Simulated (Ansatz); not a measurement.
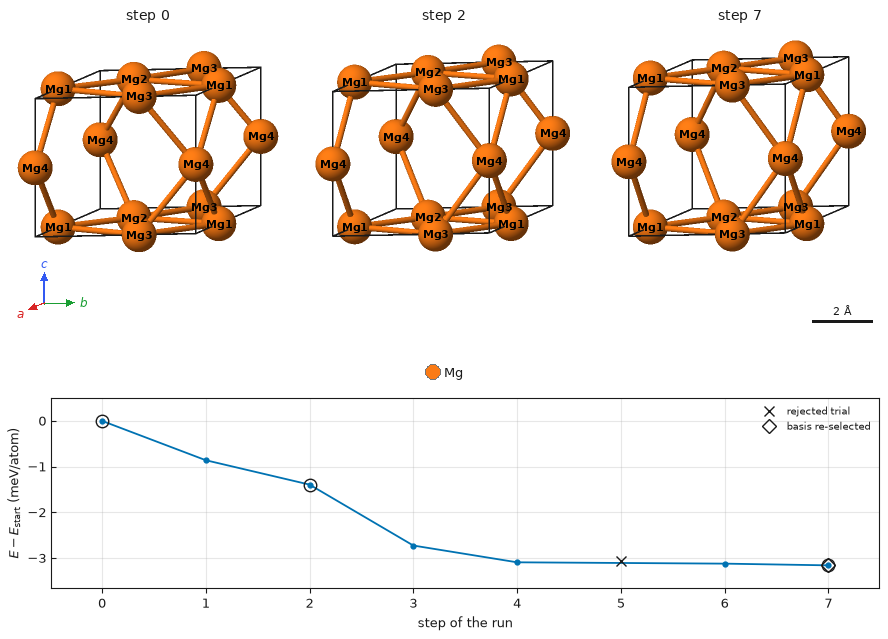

Frames of a relaxation of a crystal of Mg (set up in P-62m), marked on the history of the run. Style: ball-and-stick. Shown: the cell of the calculation, slightly off an axis.

Case: 2 of 2 Li taken out, relaxed.

Theory: DFT PBE, scalar-relativistic, plane waves, PAW in Ansatz.

The input:
```yaml
crystal:
  lattice:
    - [5.4242826732, 0.0, 0.0]
    - [-2.7121413366, 4.6975665923, 0.0]
    - [0.0, 0.0, 4.7267429251]
  atoms:
    - { symbol: Mg, position: [0.6467583833, 0.0, 0.0] }
    - { symbol: Mg, position: [0.3532416167, 0.3532416167, 0.0] }
    - { symbol: Mg, position: [0.0, 0.6467583833, 0.0] }
    - { symbol: Mg, position: [0.0, 0.0, 0.5] }
basis:
  ecutwfc: 420
kpoints:
  mp_grid: { grid: [6, 6, 8] }
hamiltonian:
  xc: pbe
scf:
  occupations: { method: gaussian, width: 0.1 }
output:
  forces: true
  stress: true
  eigenvalues: true
relax:
  adjacent_minimum: "off"
  f_tol: 0.025
  max_steps: 70
  cell: { stress_tol: 0.12 }
```

Run as
```bash
ansatz run input.yaml --threads 2 --pin off --max-ram 5120MiB --backend cpu --events-out ev --progress --plain --runs-dir out
```

> Describe the path.

The largest moves relative to the cell, 0.075 Å, are those of Mg1, Mg2 and Mg3. Mg1 goes along +a. The drawn cell changes as follows: a = b 5.424 → 5.284 Å (−2.6 %), c 4.727 → 5.090 Å (+7.7 %); the volume changes by +2.2 %. Among the contacts that change: Mg1–Mg2 3.319 → 3.103 Å, Mg1–Mg4 3.043 → 3.112 Å, Mg1–Mg2 (another image) 3.043 → 3.025 Å. Bond angles that change, for instance: Mg1–Mg4–Mg1 101.9° → 109.7°, Mg1–Mg4–Mg2 66.1° → 59.8°, Mg1–Mg4–Mg2 143.3° → 146.5°. The space group stays P-62m (No. 189). The energy falls by 3.2 meV per atom in 5 accepted moves (7 points after the start). The largest force component goes from 0.015 to 0.0026 eV/Å. The pressure goes from −0.13 to 0.00 GPa. The line search rejected the trial step at point 5 of the run. At 1 point the geometry stayed and the basis and grid were re-selected for the new cell (energy shift of less than 0.05 meV per atom at most each time). From step 0 to 2: Mg atoms move most (0.05 Å), volume −0.7 %, energy −1.4 meV per atom. From step 2 to 7: Mg atoms move most (0.03 Å), volume +2.9 %, energy −1.8 meV per atom.

```json
{"step": "0", "E − E(0), meV/atom": "0.00", "largest force component, eV/Å": "0.0155", "pressure, GPa": "-0.13", "volume, Å³/atom": "30.110", "note": ""}
{"step": "1", "E − E(0), meV/atom": "-0.86", "largest force component, eV/Å": "0.0167", "pressure, GPa": "-0.02", "volume, Å³/atom": "30.024", "note": ""}
{"step": "2", "E − E(0), meV/atom": "-1.39", "largest force component, eV/Å": "0.0121", "pressure, GPa": "0.45", "volume, Å³/atom": "29.911", "note": ""}
{"step": "3", "E − E(0), meV/atom": "-2.73", "largest force component, eV/Å": "0.0398", "pressure, GPa": "0.08", "volume, Å³/atom": "30.726", "note": ""}
{"step": "4", "E − E(0), meV/atom": "-3.09", "largest force component, eV/Å": "0.0084", "pressure, GPa": "0.02", "volume, Å³/atom": "30.718", "note": ""}
{"step": "5", "E − E(0), meV/atom": "-3.06", "largest force component, eV/Å": "0.0257", "pressure, GPa": "0.03", "volume, Å³/atom": "30.781", "note": "rejected"}
{"step": "6", "E − E(0), meV/atom": "-3.12", "largest force component, eV/Å": "0.0026", "pressure, GPa": "0.00", "volume, Å³/atom": "30.770", "note": ""}
{"step": "7", "E − E(0), meV/atom": "-3.16", "largest force component, eV/Å": "0.0026", "pressure, GPa": "0.00", "volume, Å³/atom": "30.770", "note": "same geometry, new basis"}
```
